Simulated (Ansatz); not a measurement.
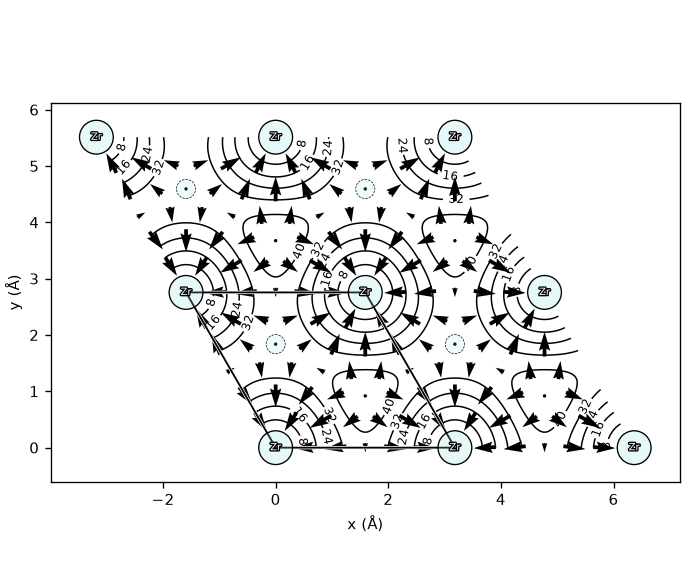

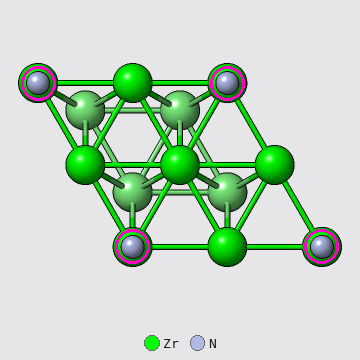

Energy landscape of N₂ on a Zr(001) slab cut from the P6_3/mmc phase, its upper half relaxed before the scan (16 atoms of substrate and one adsorbate in a 2 × 2 cell). 
- N2 is moved over the surface cell at a fixed height above a rigid substrate; the origin of the map has the adsorbate above Zr13; the height is held at 3.60 Å.
- Places are given modulo a cell vector. The map is drawn in real space over the plane of the surface.
- The grid has 6 × 6 points; 10 points were computed and 26 follow by symmetry.
- Places are given in fractions of the 1 × 1 surface cell.
- All energies are given in meV relative to the lowest grid point.
- At a fixed height the lowest place need not be the adsorption site.
- The calculation used DFT PBE+D3(BJ), scalar-relativistic, plane waves, PAW in Ansatz 0.2.0. Settings: cutoff 420 eV, k-mesh 6×6×1, gaussian smearing 0.1 eV, no spin polarisation.

Drawn: contour lines labelled in meV, arrows along the force (downhill), their lengths compressed, labelled circles for the atoms of the top layer and small ones for the second layer, the outline of one cell of the 2 × 2 shown. Between grid points the surface is interpolated. The second picture is the structure at the lowest point; rings mark the moved atoms.

Question: Summarise what can be read from the map.

Answer: The lowest grid point is at the top site over a surface Zr atom, (0/6, 0/6) of the cell vectors. It is the only kind of minimum in the scanned range. The highest grid point, a threefold hollow, (4/6, 2/6) of the cell vectors, lies 45.7 meV above the lowest. On the interpolated surface the easiest way out of the lowest well to its copy in the next cell or period passes a barrier of about 37 meV.

Each point was launched as `ansatz run input.yaml --threads 4 --pin off --max-ram 12288MiB --backend cpu --events-out ev --progress --plain --runs-dir out`. Time for the 10 points that were run: 3.6 min on 4 threads of Intel(R) Xeon(R) 6975P-C (Granite Rapids) (shared host).
